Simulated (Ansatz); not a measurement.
## Geometry relaxation, with input and output: Hf$_{6}$HO$_{13}$ (part 4 of 6)

The same run, continued: Hf$_{6}$HO$_{13}$ (slab, 40 atoms in the cell); DFT PBE+D3(BJ), scalar-relativistic, plane waves, PAW (Ansatz 0.2.0); cutoff 420 eV, 3×3×1 k-mesh, Gaussian smearing of 0.05 eV. The structure derives from an entry of the Crystallography Open Database. The run did not end well. The input holds or restrains some coordinates. Forces given for the steps count only the free coordinates. It belongs to a series of runs on one base structure; here: 1 H2O2 a cell, donor, over a top O site.

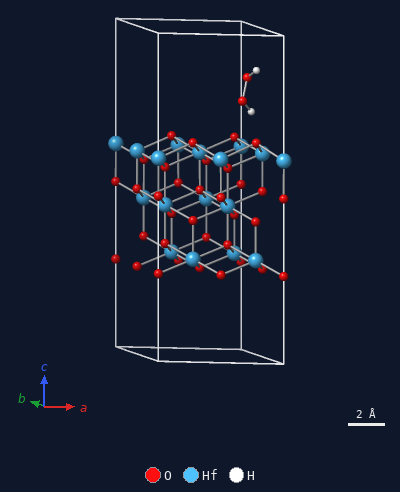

*The geometry at step 10 of the log (ball-and-stick view of the cell of the calculation, with the vacuum cut short, seen slightly off an axis).*

## Trajectory as extended XYZ, continued
```
40
Lattice="7.1741 0.0000 0.0000 -3.5871 6.2130 0.0000 0.0000 0.0000 27.0036" Properties=species:S:1:pos:R:3:forces:R:3 step=3 energy=-203501.75791
O     1.7935    3.1065    8.0000   -0.0004  -0.0038  -0.6910
O     3.5871    0.0000    8.0000   -0.0050   0.0012  -0.6904
O    -1.7935    3.1065    8.0000    0.0007   0.0021  -0.6889
O     0.0000    0.0000    8.0000    0.0053   0.0019  -0.6899
Hf    1.7935    1.0355    8.7322    0.0000   0.0061   0.8732
Hf    0.0000    4.1420    8.7322    0.0122   0.0015   0.9009
Hf    5.3806    1.0355    8.7322    0.0003  -0.0078   0.9155
Hf    3.5871    4.1420    8.7322   -0.0120   0.0016   0.9135
O     3.5871    2.0710    9.4644   -0.0112  -0.0030   0.2073
O     1.7935    5.1775    9.4644   -0.0031  -0.0016   0.2245
O     0.0000    2.0710    9.4644    0.0135   0.0018   0.1954
O    -1.7935    5.1775    9.4644    0.0050   0.0122   0.2061
O     3.5871    4.1420   10.9288    0.0158   0.0381  -0.5103
O     5.3806    1.0355   10.9288    0.0040  -0.0002  -0.4995
O     0.0000    4.1420   10.9288   -0.0006   0.0420  -0.5005
O     1.7935    1.0355   10.9288    0.0112  -0.0099  -0.4964
Hf    3.5853    2.0710   11.6493   -0.0313   0.0172  -0.0087
Hf    1.7933    5.1780   11.6529   -0.0034  -0.0355   0.0041
Hf    0.0028    2.0719   11.6485    0.0322   0.0216   0.0063
Hf   -1.7923    5.1807   11.6477    0.0045   0.0018   0.0291
O    -1.7936    3.1091   12.3815   -0.0098  -0.0390   0.0520
O     0.0000    0.0008   12.3916   -0.0441   0.0090   0.0417
O     1.7953    3.1098   12.3892    0.0228   0.0289  -0.0901
O     3.5890    0.0017   12.3964    0.0424   0.0230   0.0057
O    -1.7883    5.1851   13.8015    0.0263   0.0270  -0.0723
O     0.0181    2.0851   13.7948    0.0186   0.0007  -0.0408
O     1.7926    5.1702   13.8100   -0.0177   0.0123   0.0210
O     3.5754    2.0806   13.7997   -0.0094  -0.0257   0.0097
Hf   -1.7922    3.1122   14.5111    0.0069   0.2220   0.0630
Hf    0.0018    0.0083   14.5342    0.1514  -0.1251  -0.0210
Hf    1.7963    3.1097   14.5399   -0.0125   0.0375   0.0283
Hf    3.5916    0.0097   14.5448   -0.1589  -0.1306  -0.0077
O    -0.0067    4.1404   15.3488   -0.0103   0.0170  -0.0505
O     1.7923    1.0398   15.3411   -0.0116  -0.0327  -0.0199
O     3.5975    4.1461   15.3363    0.0095   0.0282  -0.0386
O     5.3953    1.0618   15.2485    0.0130  -0.0292   0.2962
O     4.9305    0.8654   19.3368    0.3464  -0.0400   0.3099
O     5.1924    0.9501   17.9056    0.2132   0.2130  -0.2412
H     5.6564    0.2662   19.6321   -0.3037   0.2544  -0.2122
H     5.6416    1.8288   17.8006   -0.3099  -0.5373   0.2660
40
Lattice="7.1741 0.0000 0.0000 -3.5871 6.2130 0.0000 0.0000 0.0000 27.0036" Properties=species:S:1:pos:R:3:forces:R:3 step=5 energy=-203501.85697
O     1.7935    3.1065    8.0000   -0.0013  -0.0027  -0.6928
O     3.5871    0.0000    8.0000   -0.0034   0.0007  -0.6926
O    -1.7935    3.1065    8.0000    0.0017   0.0014  -0.6908
O     0.0000    0.0000    8.0000    0.0038   0.0024  -0.6915
Hf    1.7935    1.0355    8.7322    0.0013   0.0017   0.8749
Hf    0.0000    4.1420    8.7322    0.0060   0.0032   0.8927
Hf    5.3806    1.0355    8.7322   -0.0010  -0.0051   0.9125
Hf    3.5871    4.1420    8.7322   -0.0055   0.0019   0.9152
O     3.5871    2.0710    9.4644   -0.0103  -0.0038   0.2479
O     1.7935    5.1775    9.4644   -0.0058  -0.0011   0.2608
O     0.0000    2.0710    9.4644    0.0133   0.0046   0.2255
O    -1.7935    5.1775    9.4644    0.0086   0.0124   0.2285
O     3.5871    4.1420   10.9288    0.0510   0.0502  -0.4735
O     5.3806    1.0355   10.9288    0.0225   0.0238  -0.4872
O     0.0000    4.1420   10.9288   -0.0275   0.0349  -0.4434
O     1.7935    1.0355   10.9288   -0.0023  -0.0187  -0.4312
Hf    3.5866    2.0716   11.6537    0.0060  -0.0096   0.0241
Hf    1.7932    5.1790   11.6559   -0.0002   0.0138   0.0070
Hf    0.0023    2.0727   11.6518   -0.0055  -0.0084   0.0239
Hf   -1.7917    5.1808   11.6519   -0.0007   0.0033  -0.0155
O    -1.7944    3.1060   12.3946   -0.0111   0.0163  -0.0088
O    -0.0038    0.0012   12.4013    0.0033  -0.0122  -0.0163
O     1.7981    3.1127   12.3911    0.0083   0.0079   0.0215
O     3.5927    0.0040   12.4031    0.0014  -0.0009  -0.0288
O    -1.7851    5.1884   13.8009    0.0046   0.0091   0.0262
O     0.0147    2.0835   13.8023   -0.0015  -0.0192  -0.0271
O     1.7904    5.1777   13.8206   -0.0054   0.0310   0.0292
O     3.5801    2.0758   13.8141    0.0058  -0.0245  -0.0061
Hf   -1.7891    3.1201   14.5306    0.0022   0.0273   0.0211
Hf    0.0061    0.0044   14.5465    0.0436  -0.0047  -0.0014
Hf    1.7957    3.1118   14.5455   -0.0050  -0.0162  -0.0317
Hf    3.5871    0.0050   14.5595   -0.0522  -0.0141  -0.0072
O    -0.0094    4.1427   15.3451   -0.0017   0.0041  -0.0008
O     1.7894    1.0357   15.3444   -0.0109  -0.0054   0.0054
O     3.6007    4.1512   15.3358    0.0073   0.0131  -0.0056
O     5.3991    1.0639   15.3231    0.0149  -0.0003   0.0529
O     4.9661    0.8502   19.4704    0.0720  -0.0867  -0.2471
O     5.0167    0.6594   18.0058    0.1298   0.2746   0.2266
H     5.6426    0.1991   19.7445   -0.0679   0.0535  -0.0136
H     5.4751    1.4853   17.7285   -0.1873  -0.3563   0.0145
40
Lattice="7.1741 0.0000 0.0000 -3.5871 6.2130 0.0000 0.0000 0.0000 27.0036" Properties=species:S:1:pos:R:3:forces:R:3 step=8 energy=-203501.94576
O     1.7935    3.1065    8.0000   -0.0022  -0.0019  -0.6938
O     3.5871    0.0000    8.0000   -0.0055  -0.0020  -0.6944
O    -1.7935    3.1065    8.0000    0.0027   0.0046  -0.6921
O     0.0000    0.0000    8.0000    0.0059   0.0008  -0.6928
Hf    1.7935    1.0355    8.7322    0.0035   0.0204   0.8796
Hf    0.0000    4.1420    8.7322    0.0196  -0.0065   0.8937
Hf    5.3806    1.0355    8.7322   -0.0032  -0.0022   0.8992
Hf    3.5871    4.1420    8.7322   -0.0192  -0.0103   0.9220
O     3.5871    2.0710    9.4644   -0.0019  -0.0113   0.2702
O     1.7935    5.1775    9.4644   -0.0077   0.0095   0.2882
O     0.0000    2.0710    9.4644    0.0050  -0.0008   0.2382
O    -1.7935    5.1775    9.4644    0.0103   0.0127   0.2512
O     3.5871    4.1420   10.9288    0.0245   0.0198  -0.4741
O     5.3806    1.0355   10.9288    0.0384   0.0416  -0.4266
O     0.0000    4.1420   10.9288   -0.0016  -0.0144  -0.4188
O     1.7935    1.0355   10.9288   -0.0182   0.0296  -0.4014
Hf    3.5883    2.0705   11.6582    0.0115   0.0016  -0.0464
Hf    1.7934    5.1810   11.6596    0.0060   0.0089   0.0144
Hf    0.0006    2.0716   11.6550   -0.0110  -0.0053  -0.0596
Hf   -1.7920    5.1800   11.6507   -0.0066  -0.0059  -0.0098
O    -1.7968    3.1098   12.3995    0.0103   0.0008   0.0151
O    -0.0012   -0.0031   12.4013    0.0035  -0.0078  -0.0239
O     1.8002    3.1140   12.3993   -0.0033   0.0155   0.0475
O     3.5903    0.0019   12.4000   -0.0128  -0.0150  -0.0052
O    -1.7847    5.1895   13.8096    0.0333   0.0218  -0.0044
O     0.0085    2.0735   13.7994   -0.0448  -0.0008   0.0319
O     1.7886    5.1925   13.8312   -0.0139   0.0150  -0.0803
O     3.5875    2.0639   13.8174    0.0336  -0.0254   0.0413
Hf   -1.7867    3.1172   14.5440   -0.0116   0.0742   0.0631
Hf    0.0123    0.0058   14.5503   -0.0239  -0.0932   0.0330
Hf    1.7944    3.1077   14.5460    0.0089   0.1025   0.0874
Hf    3.5777    0.0027   14.5621    0.0055  -0.0961   0.0144
O    -0.0070    4.1409   15.3385   -0.0077  -0.0778  -0.0493
O     1.7851    1.0368   15.3489    0.0097   0.0581  -0.0429
O     3.6002    4.1526   15.3285   -0.0008  -0.0819  -0.0289
O     5.4037    1.0584   15.3737    0.0114   0.1017  -0.0100
O     4.9779    0.8825   19.3653    0.0438  -0.1598  -0.2565
O     4.8504    0.3152   18.0092    0.1468   0.2620   0.0717
H     5.5876    0.2265   19.7603   -0.0710   0.0865  -0.0616
H     5.3036    0.9970   17.4554   -0.1667  -0.2681   0.1103
40
Lattice="7.1741 0.0000 0.0000 -3.5871 6.2130 0.0000 0.0000 0.0000 27.0036" Properties=species:S:1:pos:R:3:forces:R:3 step=10 energy=-203502.00850
O     1.7935    3.1065    8.0000   -0.0027  -0.0015  -0.6928
O     3.5871    0.0000    8.0000   -0.0071  -0.0040  -0.6944
O    -1.7935    3.1065    8.0000    0.0030   0.0069  -0.6920
O     0.0000    0.0000    8.0000    0.0074  -0.0007  -0.6926
Hf    1.7935    1.0355    8.7322    0.0064   0.0321   0.8897
Hf    0.0000    4.1420    8.7322    0.0308  -0.0103   0.8943
Hf    5.3806    1.0355    8.7322   -0.0063  -0.0036   0.8898
Hf    3.5871    4.1420    8.7322   -0.0306  -0.0176   0.9198
O     3.5871    2.0710    9.4644    0.0069  -0.0145   0.2668
O     1.7935    5.1775    9.4644   -0.0072   0.0158   0.2853
O     0.0000    2.0710    9.4644   -0.0047  -0.0050   0.2264
O    -1.7935    5.1775    9.4644    0.0088   0.0087   0.2635
O     3.5871    4.1420   10.9288   -0.0223  -0.0298  -0.5003
O     5.3806    1.0355   10.9288    0.0390   0.0485  -0.3892
O     0.0000    4.1420   10.9288    0.0372  -0.0715  -0.4385
O     1.7935    1.0355   10.9288   -0.0290   0.0877  -0.4124
Hf    3.5895    2.0703   11.6590   -0.0113  -0.0020   0.0067
Hf    1.7936    5.1809   11.6602   -0.0008  -0.0044   0.0215
Hf   -0.0010    2.0711   11.6543    0.0112  -0.0016   0.0064
Hf   -1.7932    5.1778   11.6486    0.0011   0.0083   0.0161
O    -1.7976    3.1132   12.4011   -0.0002   0.0307   0.0135
O     0.0020   -0.0076   12.3980    0.0073  -0.0207  -0.0169
O     1.8009    3.1146   12.4123   -0.0021   0.0116  -0.0048
O     3.5850   -0.0027   12.3952   -0.0041  -0.0216  -0.0128
O    -1.7839    5.1930   13.8171    0.0044  -0.0268   0.0196
O    -0.0033    2.0623   13.7974   -0.0426  -0.0068   0.0034
O     1.7864    5.2053   13.8279   -0.0033   0.0366  -0.0163
O     3.5975    2.0496   13.8179    0.0473  -0.0071   0.0132
Hf   -1.7878    3.1134   14.5521    0.0061   0.0041  -0.0158
Hf    0.0110    0.0036   14.5493   -0.0027  -0.0049  -0.0403
Hf    1.7933    3.1071   14.5546   -0.0025   0.0181   0.0415
Hf    3.5726   -0.0037   14.5569   -0.0287  -0.0253  -0.0461
O    -0.0018    4.1276   15.3268    0.0107  -0.0320  -0.0129
O     1.7833    1.0456   15.3387    0.0028   0.0428   0.0184
O     3.5921    4.1409   15.3199   -0.0077  -0.0343  -0.0089
O     5.4072    1.0629   15.3924    0.0105   0.0305  -0.0017
O     4.9257    0.8753   19.1232   -0.0359  -0.0641  -0.1867
O     4.7957    0.1034   17.8778    0.0214   0.0361   0.1257
H     5.5527    0.3051   19.6082   -0.0113   0.0116  -0.0493
H     5.1867    0.7196   17.2104    0.0008  -0.0200   0.0036
40
Lattice="7.1741 0.0000 0.0000 -3.5871 6.2130 0.0000 0.0000 0.0000 27.0036" Properties=species:S:1:pos:R:3:forces:R:3 step=12 energy=-203502.03552
O     1.7935    3.1065    8.0000   -0.0033  -0.0022  -0.6918
O     3.5871    0.0000    8.0000   -0.0090  -0.0050  -0.6944
O    -1.7935    3.1065    8.0000    0.0037   0.0084  -0.6915
O     0.0000    0.0000    8.0000    0.0094  -0.0010  -0.6923
Hf    1.7935    1.0355    8.7322    0.0089   0.0395   0.8909
Hf    0.0000    4.1420    8.7322    0.0388  -0.0121   0.8955
Hf    5.3806    1.0355    8.7322   -0.0089  -0.0054   0.8895
Hf    3.5871    4.1420    8.7322   -0.0386  -0.0222   0.9237
O     3.5871    2.0710    9.4644    0.0106  -0.0188   0.2507
O     1.7935    5.1775    9.4644   -0.0076   0.0199   0.2695
O     0.0000    2.0710    9.4644   -0.0082  -0.0088   0.2001
O    -1.7935    5.1775    9.4644    0.0093   0.0083   0.2648
O     3.5871    4.1420   10.9288   -0.0587  -0.0764  -0.5433
O     5.3806    1.0355   10.9288    0.0386   0.0577  -0.3544
O     0.0000    4.1420   10.9288    0.0745  -0.1191  -0.4786
O     1.7935    1.0355   10.9288   -0.0293   0.1397  -0.4338
Hf    3.5892    2.0702   11.6583   -0.0034   0.0090   0.0093
Hf    1.7936    5.1796   11.6595   -0.0013  -0.0113  -0.0016
Hf   -0.0003    2.0711   11.6521    0.0037   0.0104   0.0102
Hf   -1.7933    5.1767   11.6463    0.0019  -0.0074  -0.0142
O    -1.7977    3.1192   12.3985   -0.0057   0.0101  -0.0006
O     0.0064   -0.0129   12.3902    0.0090  -0.0100   0.0083
O     1.8017    3.1156   12.4163    0.0075   0.0027   0.0021
O     3.5801   -0.0083   12.3878   -0.0110  -0.0034  -0.0008
O    -1.7836    5.1911   13.8207    0.0065   0.0193   0.0327
O    -0.0116    2.0542   13.7888   -0.0025  -0.0186  -0.0290
O     1.7851    5.2172   13.8219    0.0027   0.0169   0.0000
O     3.6082    2.0393   13.8129    0.0121  -0.0187  -0.0163
Hf   -1.7863    3.1083   14.5479    0.0045  -0.0337  -0.0032
Hf    0.0115    0.0036   14.5376   -0.0087   0.0300  -0.0275
Hf    1.7938    3.1069   14.5581   -0.0019  -0.0088   0.0336
Hf    3.5671   -0.0083   14.5453   -0.0259   0.0014  -0.0011
O     0.0050    4.1159   15.3126    0.0131  -0.0175  -0.0172
O     1.7822    1.0563   15.3318    0.0050   0.0068  -0.0003
O     3.5860    4.1316   15.3070   -0.0214  -0.0010  -0.0006
O     5.4150    1.0651   15.3857    0.0182   0.0113   0.0136
O     4.6934    0.8269   18.8583    0.0613  -0.3524  -0.3904
O     4.8020   -0.1065   17.7047   -0.1114   0.2312   0.4913
H     5.3882    0.4482   19.4329   -0.0657   0.0306  -0.0781
H     5.1391    0.5097   17.0026    0.0843   0.1011  -0.0250
40
Lattice="7.1741 0.0000 0.0000 -3.5871 6.2130 0.0000 0.0000 0.0000 27.0036" Properties=species:S:1:pos:R:3:forces:R:3 step=15 energy=-203502.08327
O     1.7935    3.1065    8.0000   -0.0061  -0.0042  -0.6911
O     3.5871    0.0000    8.0000   -0.0106  -0.0060  -0.6959
O    -1.7935    3.1065    8.0000    0.0071   0.0085  -0.6913
O     0.0000    0.0000    8.0000    0.0116   0.0016  -0.6923
Hf    1.7935    1.0355    8.7322    0.0151   0.0429   0.8850
Hf    0.0000    4.1420    8.7322    0.0464  -0.0079   0.8861
Hf    5.3806    1.0355    8.7322   -0.0150  -0.0106   0.8824
Hf    3.5871    4.1420    8.7322   -0.0456  -0.0250   0.9453
O     3.5871    2.0710    9.4644    0.0161  -0.0303   0.2628
O     1.7935    5.1775    9.4644   -0.0143   0.0277   0.2817
O     0.0000    2.0710    9.4644   -0.0095  -0.0106   0.1755
O    -1.7935    5.1775    9.4644    0.0193   0.0118   0.2987
O     3.5871    4.1420   10.9288   -0.0778  -0.1138  -0.5800
O     5.3806    1.0355   10.9288    0.0578   0.0716  -0.2920
O     0.0000    4.1420   10.9288    0.1241  -0.1693  -0.4818
O     1.7935    1.0355   10.9288   -0.0274   0.1976  -0.4299
Hf    3.5902    2.0693   11.6602    0.0006   0.0134   0.0021
Hf    1.7934    5.1795   11.6618    0.0022  -0.0093   0.0072
Hf    0.0021    2.0721   11.6495   -0.0015   0.0091  -0.0065
Hf   -1.7914    5.1764   11.6474   -0.0042  -0.0122  -0.0228
O    -1.7981    3.1254   12.3998   -0.0126   0.0105   0.0078
O     0.0118   -0.0193   12.3868    0.0073  -0.0162   0.0099
O     1.8085    3.1187   12.4235    0.0133   0.0028   0.0191
O     3.5746   -0.0129   12.3882   -0.0034   0.0015  -0.0162
O    -1.7780    5.1946   13.8371    0.0096   0.0081   0.0206
O    -0.0122    2.0467   13.7748   -0.0085  -0.0065  -0.0184
O     1.7837    5.2342   13.8267    0.0058   0.0267  -0.0075
O     3.6233    2.0246   13.8164    0.0270  -0.0203  -0.0084
Hf   -1.7797    3.0996   14.5492   -0.0001  -0.0302  -0.0157
Hf    0.0131    0.0110   14.5301   -0.0505   0.0149   0.0006
Hf    1.7994    3.1055   14.5672    0.0095   0.0141  -0.0085
Hf    3.5622   -0.0112   14.5556   -0.0249  -0.0172   0.0081
O     0.0174    4.0989   15.3068   -0.0076  -0.0248   0.0003
O     1.7824    1.0706   15.3332   -0.0086  -0.0008   0.0040
O     3.5787    4.1237   15.3059    0.0070  -0.0001  -0.0139
O     5.4470    1.0770   15.4012    0.0256   0.0163   0.0564
O     4.2638    0.8178   18.6732    0.0367  -0.1152  -0.0093
O     4.5249   -0.1148   17.5691    0.0533   0.1999  -0.0740
H     4.9063    0.4777   19.3282   -0.1038   0.0473  -0.0611
H     5.0403    0.4801   16.9465   -0.0634  -0.0957   0.0632
40
Lattice="7.1741 0.0000 0.0000 -3.5871 6.2130 0.0000 0.0000 0.0000 27.0036" Properties=species:S:1:pos:R:3:forces:R:3 step=17 energy=-203502.13898
O     1.7935    3.1065    8.0000   -0.0093  -0.0072  -0.6903
O     3.5871    0.0000    8.0000   -0.0118  -0.0057  -0.6977
O    -1.7935    3.1065    8.0000    0.0107   0.0072  -0.6909
O     0.0000    0.0000    8.0000    0.0132   0.0058  -0.6922
Hf    1.7935    1.0355    8.7322    0.0229   0.0448   0.8790
Hf    0.0000    4.1420    8.7322    0.0548  -0.0006   0.8837
Hf    5.3806    1.0355    8.7322   -0.0229  -0.0184   0.8685
Hf    3.5871    4.1420    8.7322   -0.0538  -0.0266   0.9733
O     3.5871    2.0710    9.4644    0.0226  -0.0441   0.2782
O     1.7935    5.1775    9.4644   -0.0217   0.0400   0.2988
O     0.0000    2.0710    9.4644   -0.0132  -0.0146   0.1454
O    -1.7935    5.1775    9.4644    0.0282   0.0174   0.3246
O     3.5871    4.1420   10.9288   -0.1060  -0.1402  -0.6237
O     5.3806    1.0355   10.9288    0.0861   0.0904  -0.2428
O     0.0000    4.1420   10.9288    0.1706  -0.2277  -0.4830
O     1.7935    1.0355   10.9288   -0.0470   0.2629  -0.4256
Hf    3.5915    2.0677   11.6622   -0.0094   0.0194   0.0094
Hf    1.7927    5.1812   11.6648    0.0019  -0.0210   0.0274
Hf    0.0031    2.0725   11.6460    0.0071   0.0150  -0.0152
Hf   -1.7907    5.1767   11.6481   -0.0043  -0.0121  -0.0588
O    -1.7998    3.1315   12.3993   -0.0241   0.0066   0.0436
O     0.0154   -0.0250   12.3857    0.0001  -0.0270   0.0258
O     1.8158    3.1226   12.4323    0.0271   0.0108   0.0109
O     3.5694   -0.0168   12.3857    0.0017   0.0051  -0.0276
O    -1.7718    5.1999   13.8499    0.0001  -0.0186   0.0371
O    -0.0125    2.0429   13.7603   -0.0258   0.0013  -0.0076
O     1.7778    5.2526   13.8353    0.0160   0.0458  -0.0202
O     3.6362    2.0079   13.8224    0.0589  -0.0060  -0.0038
Hf   -1.7725    3.0945   14.5494   -0.0086  -0.0713  -0.0305
Hf    0.0122    0.0200   14.5291   -0.1166   0.0127  -0.0085
Hf    1.8039    3.1052   14.5732    0.0179   0.0420  -0.0519
Hf    3.5491   -0.0164   14.5677    0.0150  -0.0224   0.0289
O     0.0267    4.0836   15.3047   -0.0505  -0.0386   0.0110
O     1.7784    1.0841   15.3339   -0.0285  -0.0229   0.0299
O     3.5727    4.1185   15.3017    0.0485   0.0078  -0.0143
O     5.4837    1.0956   15.4215    0.0557   0.0437   0.0822
O     3.9452    0.8175   18.5057    0.0385  -0.0611  -0.0051
O     4.3438   -0.0908   17.4242    0.0898   0.1605  -0.1030
H     4.5316    0.4944   19.2213   -0.1276   0.0236  -0.1336
H     4.9645    0.4996   16.8882   -0.1051  -0.0750   0.0704
```
